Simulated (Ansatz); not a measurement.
# Cu: single-point calculation (part 2 of 2)

The same run, continued: Cu (slab, 16 atoms in the cell); DFT PBE+D3(BJ), scalar-relativistic, plane waves, PAW, no spin polarisation (Ansatz 0.2.0); cutoff 420 eV, 4×4×1 k-mesh, Gaussian smearing of 0.1 eV. The structure derives from an entry of the Crystallography Open Database. It belongs to a series of runs on one base structure; here: the slab at its places in the relaxed adsorbed structure.

Geometry of the input (Å; fractional positions):
```
5.0394  0.0000  0.0000
0.0000  5.0394  0.0000
0.0000  0.0000  23.3451
Cu 0.2500  0.2500  0.3427
Cu 0.2500  0.7500  0.3427
Cu 0.7500  0.2500  0.3427
Cu 0.7500  0.7500  0.3427
Cu 0.5000  0.5000  0.4190
Cu 0.5000  0.0000  0.4190
Cu 0.0000  0.5000  0.4190
Cu 0.0000  0.0000  0.4190
Cu 0.7507  0.7505  0.4971
Cu 0.7508  0.2494  0.4968
Cu 0.2495  0.7507  0.4968
Cu 0.2492  0.2492  0.4970
Cu -0.0005  -0.0006  0.5737
Cu -0.0002  0.5010  0.5722
Cu 0.5011  -0.0003  0.5721
Cu 0.4990  0.4988  0.5723
```

### Output, continued
```
  k-point 1: bands = ["-110.3864", "-110.3808", "-110.3784", "-110.3755", "-110.3744", "-110.3728", "-110.3708", "-110.3645", "-109.9149", "-109.9133", "-109.9043", "-109.8989", "-109.8950", "-109.8933", "-109.8894", "-109.8877", "-67.8002", "-67.7969", "-67.7957", "-67.7930", "-67.7925", "-67.7866", "-67.7718", "-67.7656", "-67.7624", "-67.7457", "-67.7400", "-67.7361", "-67.7352", "-67.7318", "-67.7299", "-67.7285", "-67.7270", "-67.7230", "-67.7228", "-67.7215", "-67.7194", "-67.7151", "-67.7128", "-67.7101",
      "-67.3362", "-67.3300", "-67.3275", "-67.3230", "-67.3205", "-67.3191", "-67.3142", "-67.3088", "-67.2802", "-67.2703", "-67.2687", "-67.2678", "-67.2667", "-67.2650", "-67.2628", "-67.2602", "-67.2574", "-67.2568", "-67.2539", "-67.2509", "-67.2472", "-67.2457", "-67.2425", "-67.2406", "-6.3661", "-4.7042", "-3.7838", "-2.9487", "-2.7614", "-2.5742", "-2.5616", "-2.4266", "-2.3988", "-2.3877", "-2.2088", "-2.0121", "-1.9965", "-1.9909", "-1.9758", "-1.9548",
      "-1.7957", "-1.6121", "-1.5947", "-1.5335", "-1.3425", "-1.3326", "-1.3293", "-1.1971", "-1.1926", "-0.9913", "-0.9311", "-0.8851", "-0.8565", "-0.8562", "-0.7583", "-0.7563", "-0.7323", "-0.6921", "-0.6364", "-0.5785", "-0.5747", "-0.5720", "-0.5627", "-0.5579", "-0.5123", "-0.4260", "-0.4244", "-0.4116", "-0.4113", "-0.1793", "-0.1454", "-0.0727", "-0.0533", "-0.0477", "-0.0280", "0.0053", "0.0792", "0.1885", "0.1943", "0.1956",
      "0.2129", "0.2435", "0.2445", "0.2489", "0.2878", "0.3020", "0.4374", "0.4627", "0.4650", "0.5551", "0.5607", "0.5743", "0.5764", "0.5997", "0.6498", "0.6618", "0.6737", "0.6778", "0.6802", "0.6944", "0.6995", "0.7174", "0.7201", "0.7595", "0.7938", "0.8076", "0.8805", "0.9947", "1.0021", "2.1960", "2.3735", "2.3824", "2.3850", "2.8905", "2.8946", "4.0780", "4.0965", "4.0970", "4.3944", "5.9534",
      "5.9565", "5.9669", "6.0284", "6.0379", "6.6008", "7.0079", "7.0448", "7.9687", "8.1064", "8.4072", "8.4143", "8.6552", "8.6783", "8.6936", "9.1229", "9.8711", "10.0540", "10.1935", "10.9032", "10.9469", "11.1282", "11.1373", "11.1602"]
  k-point 2: bands = ["-110.3841", "-110.3831", "-110.3769", "-110.3762", "-110.3748", "-110.3730", "-110.3705", "-110.3651", "-109.9139", "-109.9139", "-109.9046", "-109.8970", "-109.8969", "-109.8914", "-109.8913", "-109.8879", "-67.7972", "-67.7965", "-67.7927", "-67.7894", "-67.7746", "-67.7716", "-67.7702", "-67.7688", "-67.7525", "-67.7515", "-67.7461", "-67.7437", "-67.7389", "-67.7373", "-67.7346", "-67.7332", "-67.7289", "-67.7283", "-67.7270", "-67.7257", "-67.7183", "-67.7149", "-67.7123", "-67.7099",
      "-67.3355", "-67.3306", "-67.3211", "-67.3209", "-67.3087", "-67.3071", "-67.2988", "-67.2911", "-67.2910", "-67.2859", "-67.2858", "-67.2826", "-67.2700", "-67.2658", "-67.2656", "-67.2605", "-67.2570", "-67.2557", "-67.2556", "-67.2491", "-67.2489", "-67.2442", "-67.2440", "-67.2407", "-5.2878", "-5.2824", "-3.8001", "-3.7969", "-2.2807", "-2.2799", "-2.2181", "-2.2177", "-2.2116", "-2.2097", "-2.0073", "-2.0024", "-1.9995", "-1.9956", "-1.9840", "-1.9791",
      "-1.7193", "-1.7187", "-1.4813", "-1.4748", "-1.4606", "-1.4603", "-1.1823", "-1.1763", "-1.1085", "-1.0971", "-1.0858", "-1.0842", "-0.9796", "-0.9744", "-0.8281", "-0.8252", "-0.6602", "-0.6574", "-0.6563", "-0.6461", "-0.5743", "-0.5698", "-0.5342", "-0.5300", "-0.5159", "-0.5063", "-0.3920", "-0.3896", "-0.2676", "-0.2517", "-0.1795", "-0.1703", "-0.0701", "-0.0692", "-0.0682", "-0.0594", "-0.0461", "-0.0428", "-0.0113", "0.0083",
      "0.0085", "0.0104", "0.1272", "0.1358", "0.2652", "0.2711", "0.2975", "0.2996", "0.3009", "0.3029", "0.3345", "0.3361", "0.5502", "0.5521", "0.5918", "0.5929", "0.5948", "0.5960", "0.6131", "0.6143", "0.7826", "0.7861", "0.7961", "0.7984", "0.7995", "0.8002", "0.8194", "0.8199", "1.2365", "1.2439", "3.0928", "3.0969", "3.0988", "3.1042", "3.5697", "3.5762", "4.3211", "4.3228", "4.3271", "4.3289",
      "5.6506", "5.6770", "6.8544", "6.8626", "6.8670", "6.8714", "8.0447", "8.0460", "8.1847", "8.1854", "8.9196", "8.9493", "9.1164", "9.1168", "9.5655", "9.5723", "9.5733", "9.5984", "9.7308", "9.7313", "10.6408", "10.6529", "11.3202"]
  k-point 9: bands = ["-110.3814", "-110.3801", "-110.3797", "-110.3793", "-110.3732", "-110.3722", "-110.3719", "-110.3658", "-109.9136", "-109.9129", "-109.9055", "-109.8944", "-109.8942", "-109.8940", "-109.8940", "-109.8882", "-67.7723", "-67.7717", "-67.7712", "-67.7680", "-67.7678", "-67.7664", "-67.7654", "-67.7650", "-67.7602", "-67.7599", "-67.7592", "-67.7589", "-67.7407", "-67.7404", "-67.7402", "-67.7396", "-67.7394", "-67.7378", "-67.7368", "-67.7366", "-67.7186", "-67.7176", "-67.7174", "-67.7130",
      "-67.3086", "-67.3079", "-67.3068", "-67.3061", "-67.2996", "-67.2995", "-67.2888", "-67.2888", "-67.2886", "-67.2885", "-67.2883", "-67.2882", "-67.2881", "-67.2881", "-67.2829", "-67.2827", "-67.2655", "-67.2648", "-67.2577", "-67.2469", "-67.2466", "-67.2463", "-67.2463", "-67.2409", "-3.9998", "-3.9983", "-3.9959", "-3.9860", "-2.7291", "-2.7246", "-2.7202", "-2.7158", "-1.7262", "-1.7212", "-1.7147", "-1.7107", "-1.7090", "-1.7079", "-1.7060", "-1.7038",
      "-1.4527", "-1.4435", "-1.4420", "-1.4386", "-1.2930", "-1.2886", "-1.2884", "-1.2822", "-1.2443", "-1.2428", "-1.2425", "-1.2406", "-1.0937", "-1.0877", "-1.0819", "-1.0735", "-0.8081", "-0.7915", "-0.7896", "-0.7852", "-0.6586", "-0.6504", "-0.6426", "-0.6404", "-0.2027", "-0.1975", "-0.1944", "-0.1864", "-0.1769", "-0.1552", "-0.1389", "-0.1389", "-0.1387", "-0.1385", "-0.1322", "-0.1279", "-0.0439", "-0.0420", "-0.0372", "-0.0292",
      "-0.0149", "-0.0067", "-0.0058", "-0.0054", "0.0089", "0.0218", "0.0246", "0.0270", "0.2152", "0.2167", "0.2173", "0.2252", "0.2340", "0.2343", "0.2378", "0.2441", "0.4614", "0.4650", "0.4703", "0.4738", "0.4944", "0.4948", "0.4966", "0.5055", "0.7800", "0.7805", "0.7872", "0.7900", "1.1576", "1.1619", "1.1642", "1.1649", "2.6408", "2.6437", "2.6480", "2.6574", "5.1234", "5.1279", "5.1357", "5.1452",
      "7.3576", "7.3983", "7.4017", "7.4033", "9.3735", "9.3969", "9.3998", "9.4019", "9.4828", "9.4830", "9.4838", "9.4867", "9.6915", "9.6922", "9.6926", "9.6937", "10.6329", "10.6334", "10.6360", "10.6369", "11.0489", "11.0540", "11.0544"]
```

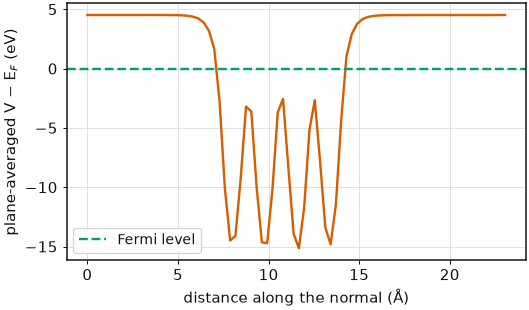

**Figure 1.** Plane average of the electrostatic potential energy of an electron across the cell, from the Fermi level. The vacuum level lies 4.52 eV above the Fermi level.

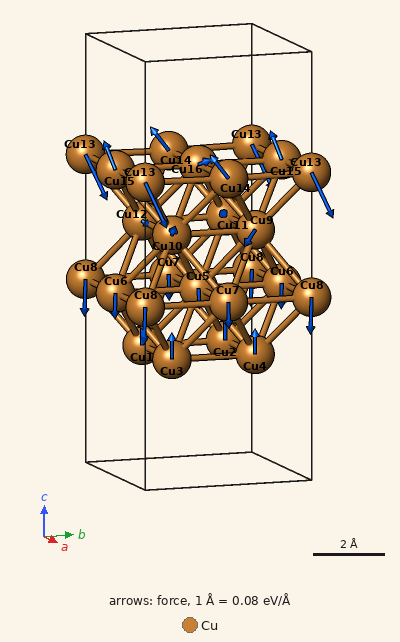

**Figure 2.** Forces on the atoms as blue arrows (ball-and-stick view of the cell of the calculation, with the vacuum cut short, seen slightly off an axis; atoms are numbered from 1 in the order of the input). The largest act on Cu13 (0.12 eV/Å); Cu8 (0.09 eV/Å); Cu15 (0.08 eV/Å); Cu14 (0.07 eV/Å), among others. The geometry is not a stationary point of this energy.

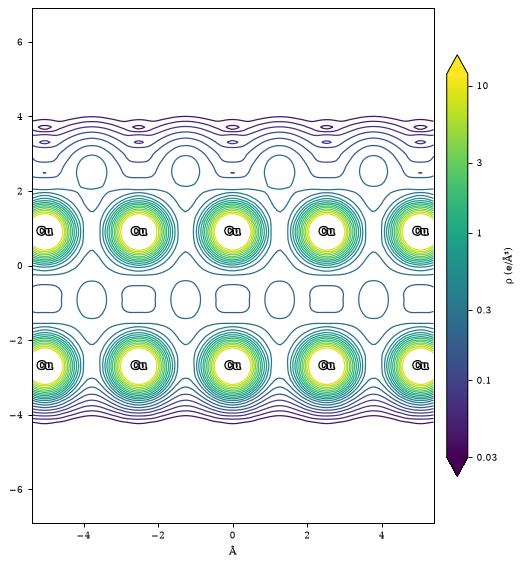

**Figure 3.** Valence electron density on the (100) plane of the calculation cell, a cut from vacuum to vacuum. The section cuts through Cu sites. Cu–Cu (2.52 Å): the density is about 0.32 e/Å³ at the midpoint, with its minimum of 0.29 e/Å³ about 1.4 Å from Cu. Cu–Cu (2.52 Å): ρ is about 0.32 e/Å³ halfway, with its minimum of 0.29 e/Å³ about 1.4 Å from Cu. The density dies away to nearly zero in the vacuum. In a PAW calculation such maps are meaningful between the atoms, not at the nuclei.

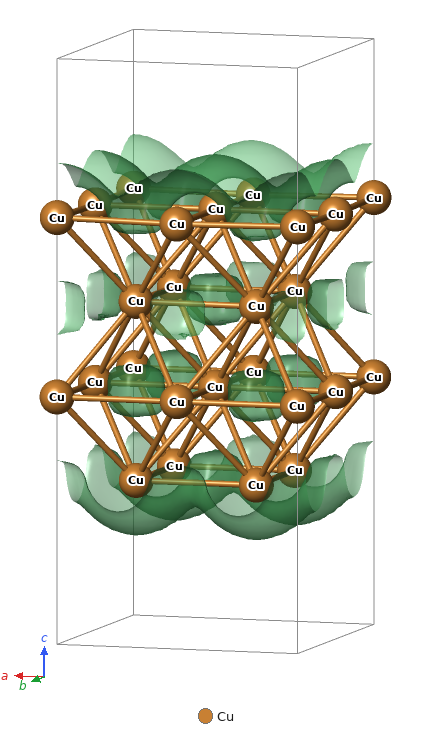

**Figure 4.** Isosurface of the valence pseudo-density at 0.2 e/Å³ (green), seen at an oblique angle. Sticks mark near contacts. At this value the density is joined into sheets; it holds about 100 % of the electrons treated as valence (semicore included). On the grid the lowest density along these lines, outside the cores, is 0.3 e/Å³ (Cu–Cu, 2.49 Å) and 0.28 e/Å³ (Cu–Cu, 2.54 Å).

### Results in brief

| quantity | value |
| --- | --- |
| outcome | converged |
| electrons treated | 304 |
| free energy | −106004.4523 eV |
| work function, top face | 4.52 eV |
| work function, bottom face | 4.52 eV |
| Fermi energy | 2.309 eV |
| gap on the k-point mesh | none (metallic) |
| work function (upper face) | 4.52 eV |
| largest force (length of the vector) | 0.117 eV/Å |
| wall time | 17 s (CPU time 2.1 min) |
| peak memory | 3.6 GiB |
